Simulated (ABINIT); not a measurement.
## CdS (Hawleyite): a self-consistent loop beyond G0W0, cycle by cycle

How far does self-consistency move the gap of CdS (Hawleyite)?

Calculated with ABINIT 10.8.3; PBE and many-body steps on it, plane waves.

**What was measured.**

- Gap 2.42 eV: optical gap from inflexion point of photoacoustic spectrum, as-grown film; photoacoustic spectroscopy; film (as-grown chemical bath deposited film, about 0.25 um thick, deposited at 80 C) (“Study of the band--gap shift in CdS films: Influence of thermal annealing in different atmospheres”, 1995, arxiv:cond-mat/9501125).

Report form: the programs' logs are mostly left out.

### Step 1. Set-up

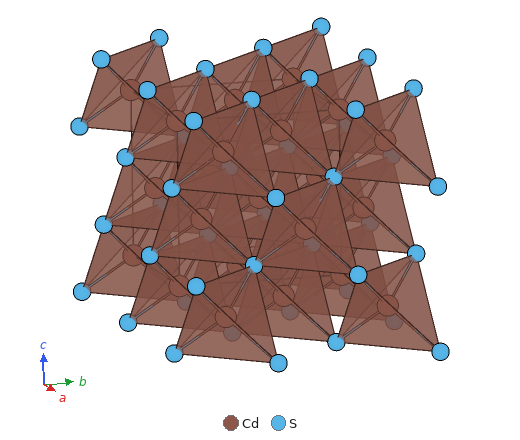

Start, viewed slightly off an axis; cadmium brown, sulfur blue. 2×1×1 cells are drawn. This picture shows the conventional cell, with its axes. Some periodic images of atoms are drawn too.

As a file:

```cif
data_structure
_symmetry_space_group_name_H-M 'F-43m'
_symmetry_Int_Tables_number 216
_cell_length_a 5.8330
_cell_length_b 5.8330
_cell_length_c 5.8330
_cell_angle_alpha 90.000
_cell_angle_beta 90.000
_cell_angle_gamma 90.000
_cell_volume 198.46
loop_
_atom_site_label
_atom_site_type_symbol
_atom_site_symmetry_multiplicity
_atom_site_Wyckoff_symbol
_atom_site_fract_x
_atom_site_fract_y
_atom_site_fract_z
_atom_site_occupancy
Cd1 Cd 4 a 0.00000 0.00000 0.00000 1
S1 S 4 d 0.25000 0.25000 0.75000 1
```

The cell and positions come from the Crystallography Open Database and are kept as given unless a step says otherwise.

### Step 2. Empty states on the mesh, 4×4×4 mesh, 62 bands

This step: ABINIT 10.8.3; DFT, PBE, plane waves, norm-conserving pseudopotentials.

The sums over transitions need many empty states on a uniform mesh; this step solves for them.

The input, run.abi:

```
acell 3*1.0 Angstrom
rprim 
  -0.000000000000 2.916500000000 2.916500000000
  2.916500000000 0.000000000000 2.916500000000
  2.916500000000 2.916500000000 -0.000000000000
ntypat 2
znucl 48 16
natom 2
typat 1 2
xred 
  0.000000000000 0.000000000000 0.000000000000
  0.250000000000 0.250000000000 0.250000000000
pp_dirpath "pseudos"
pseudos "Cd.upf, S.upf"
ecut 47
ngkpt 4 4 4
nshiftk 1
shiftk 0 0 0
kptopt 1
chksymbreak 0
iscf -2
irdden 1
istwfk *1
nband 62
nbdbuf 4
tolwfr 1e-09
nstep 60
prtvol 0
indata_prefix "in"
outdata_prefix "out"
tmpdata_prefix "tmp"
```

Run with:

```bash
> OMP_NUM_THREADS=1 mpirun -n 4 abinit run.abi > log
```

Run time: 41 s. Hardware: 4 MPI ranks of Intel Xeon at 2.80GHz (Skylake/Cascade Lake), shared host; peak memory 0.35 GiB; 2.3 min of CPU time.

Numbers from this step:

```
gap                                                           : 1.145 eV
k of the valence top                                          : 0, 0, 0
k of the conduction bottom                                    : 0, 0, 0
least direct gap                                              : 1.145 eV
k points computed                                             : 8
lowest point of the top converged band, above the valence top : 45.89 eV
```

On this mesh the gap is 1.145 eV.

The density comes from a self-consistent run that is not shown.

### Step 3. Screening, 4×4×4 mesh, 58 bands, screening to 106.1 eV

The RPA dielectric matrix is built and inverted for each q.

This step: RPA screening on PBE, plane waves, norm-conserving pseudopotentials.

run.abi: that of step 2 with these lines changed.

```diff
@@ -20,10 +20,11 @@
 chksymbreak 0
-iscf -2
-irdden 1
 istwfk *1
-nband 62
-nbdbuf 4
-tolwfr 1e-09
-nstep 60
-prtvol 0
+occopt 1
+irdwfk 1
+optdriver 3
+nband 58
+ecuteps 3.9
+inclvkb 2
+awtr 1
+symchi 1
 indata_prefix "in"
```

Run time: 80 s. Hardware: 4 MPI ranks; peak memory 0.84 GiB; 3 min of CPU time.

Numbers from this step:

```
ε∞ with local fields, on this mesh, along the program's q direction : 11.05
the same without local fields                                       : 11.75
plasma frequency                                                    : 26.88 eV
plane waves in the screening matrix                                 : 137
```

Local fields lower ε∞ by 6 %. On a Γ-centred mesh this coarse the value itself is usually too large, while a short band sum pulls it down.

### Step 4. G0W0

The self-energy is evaluated for the states that the input lists, and the levels follow from it, in one-shot runs by the linearised quasiparticle equation.

This step: G0W0 on PBE, plane waves, norm-conserving pseudopotentials.

run.abi: that of step 3 with these lines changed.

```diff
@@ -23,8 +23,15 @@
 irdwfk 1
-optdriver 3
+optdriver 4
 nband 58
+gwcalctyp 0
+ecutsigx 47
+symsigma 1
+nkptgw 1
+kptgw 
+  0.0000000000 0.0000000000 0.0000000000
+bdgw 
+  11 17
 ecuteps 3.9
-inclvkb 2
-awtr 1
-symchi 1
+irdscr 1
+ppmodel 1
 indata_prefix "in"
```

Elapsed: 22 s, on 4 MPI ranks; peak memory 0.86 GiB.

Numbers from this step:

```yaml
g0w0_gap_on_the_points_computed: 2.035 eV
starting_gap_on_the_mesh: 1.145 eV
k_of_the_valence_top: 0, 0, 0
k_of_the_conduction_bottom: 0, 0, 0
z_at_the_valence_top: 0.783
z_at_the_conduction_bottom: 0.814
least_direct_g0w0_gap_on_the_computed_points: 2.035 eV
```

The gap on the mesh goes from 1.14 eV to 2.03 eV, a correction of +0.89 eV.

### Step 5. evGW0, cycle 1

This step: evGW0 on PBE, plane waves, norm-conserving pseudopotentials.

run.abi: that of step 4 with these lines changed.

```diff
@@ -25,10 +25,24 @@
 nband 58
-gwcalctyp 0
+gwcalctyp 10
 ecutsigx 47
 symsigma 1
-nkptgw 1
+nkptgw 8
 kptgw 
   0.0000000000 0.0000000000 0.0000000000
+  0.2500000000 0.0000000000 0.0000000000
+  0.5000000000 0.0000000000 0.0000000000
+  0.2500000000 0.2500000000 0.0000000000
+  0.5000000000 0.2500000000 0.0000000000
+  -0.2500000000 0.2500000000 0.0000000000
+  0.5000000000 0.5000000000 0.0000000000
+  -0.2500000000 0.5000000000 0.2500000000
 bdgw 
-  11 17
+  6 23
+  6 23
+  6 23
+  6 23
+  6 23
+  6 23
+  6 23
+  6 23
 ecuteps 3.9
```

The job ended after 3 min (4 MPI ranks; peak memory 1.9 GiB; 9.5 min of CPU time).

This step gave:

```yaml
quasiparticle_gap_on_the_mesh: 2.260 eV
gap_of_the_density_functional_on_the_mesh: 1.145 eV
k_of_the_valence_top: 0, 0, 0
k_of_the_conduction_bottom: 0, 0, 0
z_at_the_valence_top: 0.783
z_at_the_conduction_bottom: 0.814
least_direct_quasiparticle_gap_on_the_computed_points: 2.260 eV
```

Against G0W0 in ABINIT (4×4×4 mesh, 58 bands, screening to 106.1 eV, Godby-Needs plasmon pole), the gap moves by +0.225 eV. This first cycle still uses the starting levels; it takes the full correction, at all points of the mesh, and its linearised value is 2.035 eV.

### Step 6. evGW0, cycle 2

The corrected levels of the last cycle go back in.

run.abi: that of step 5 with these lines changed.

```diff
@@ -50,2 +50,3 @@
 ppmodel 1
+irdqps 1
 indata_prefix "in"
```

Wall time 2.5 h (4 MPI ranks); peak memory 1.9 GiB.

This step gave:

```yaml
quasiparticle_gap_on_the_mesh: 2.171 eV
gap_of_the_density_functional_on_the_mesh: 1.145 eV
k_of_the_valence_top: 0, 0, 0
k_of_the_conduction_bottom: 0, 0, 0
least_direct_quasiparticle_gap_on_the_computed_points: 2.171 eV
```

Against the cycle before, the gap moves by −0.089 eV.

### Step 7. The runs together

Times are wall times on 4 MPI ranks of Intel Xeon at 2.80GHz (Skylake/Cascade Lake), shared host, good to a factor of about two. A run's time includes the screening step that it read.

| run | mesh | bands | screening cutoff (eV) | DFT gap (eV) | gap on the mesh (eV) | direct (eV) | ε∞ used | time |
| --- | --- | --- | --- | --- | --- | --- | --- | --- |
| G0W0 | 4×4×4 | 58 | 106.1 | 1.145 | 2.035 | 2.035 | 11.05 | 1.7 min |
| evGW0, cycle 1 | 4×4×4 | 58 | 106.1 | 1.145 | 2.260 | 2.260 | 11.05 | 4.3 min |
| evGW0, cycle 2 | 4×4×4 | 58 | 106.1 | 1.145 | 2.171 | 2.171 | 11.05 | 2.5 h |

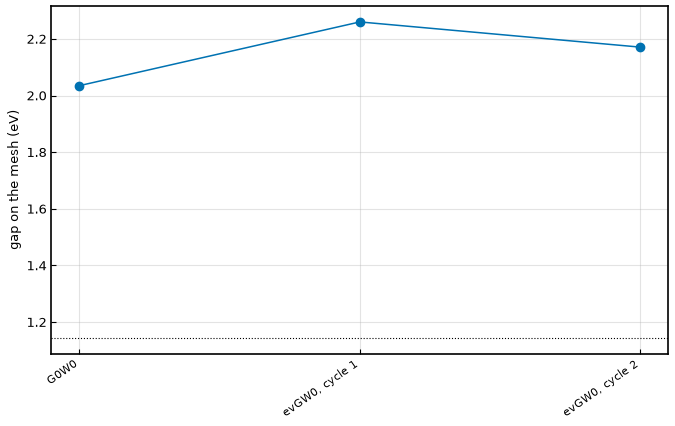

The gap through the cycles; the dotted line is the starting gap.

### Step 8. Outcome

```
G0W0           : 2.035 eV
evGW0, cycle 1 : 2.260 eV
evGW0, cycle 2 : 2.171 eV
known limits   : not at the basis limit; no spin-orbit coupling; coarse k mesh
```

Only the bands that the input lists are updated; the others, empty or deep, keep the functional's energies or take a rigid shift. evGW0 ends at 2.17 eV, +0.14 eV from G0W0, after 2 cycles that took 2.5 h beside the first screening; the last moved the gap by 0.089 eV, so the loop had not settled. The first cycle of evGW0 takes the full correction, without the factor Z, so it overshoots the one-shot value. Against experiment, by evGW0, cycle 2: the gap of 2.17 eV lies −0.25 eV from the measured 2.42 eV (optical, 1995). An exciton line or allowed optical edge lies below the quasiparticle gap by the binding energy; a forbidden edge can push the onset above it. These are gaps on the mesh, at modest bands and cutoff. The calculation has static nuclei and no excitons; a measured gap holds zero-point and thermal motion, which mostly lowers it. Bands and cutoff are finite, so the gap is not at the basis limit. The miss can reach some tenths of an eV and take either sign; the mesh is an error of its own. The 4×4×4 mesh is coarse for this cell, which bears on the long-range parts of exchange and screening. The many-body steps are scalar-relativistic: spin-orbit coupling is not in them.

[Paths, hosts, dates, memory and timing lines, banners, echoed tables and standing remarks are left out of the program output.]

[Logs are printed without paths, hosts, clocks, repeated set-up lines and the standing remarks that a program may print on its own settings, such as how far it seeks lower states.]

[Runs of the session that timed out or met a known fault of the program may be left out.]

[Hosts, paths, dates, database ids (printed as entryN), source tags and the programs' standing remarks are cut or masked in the printed files.]

[G0W0 gaps are taken among the corrected bands and points alone; a level outside them can change the order at an edge.]

[Where Ansatz stands beside ABINIT at settings called matched, ABINIT's density can come from a denser mesh and the files from another edition; pairs whose starting gaps differed by over 0.03 eV were left out, so agreement reads better than it is.]
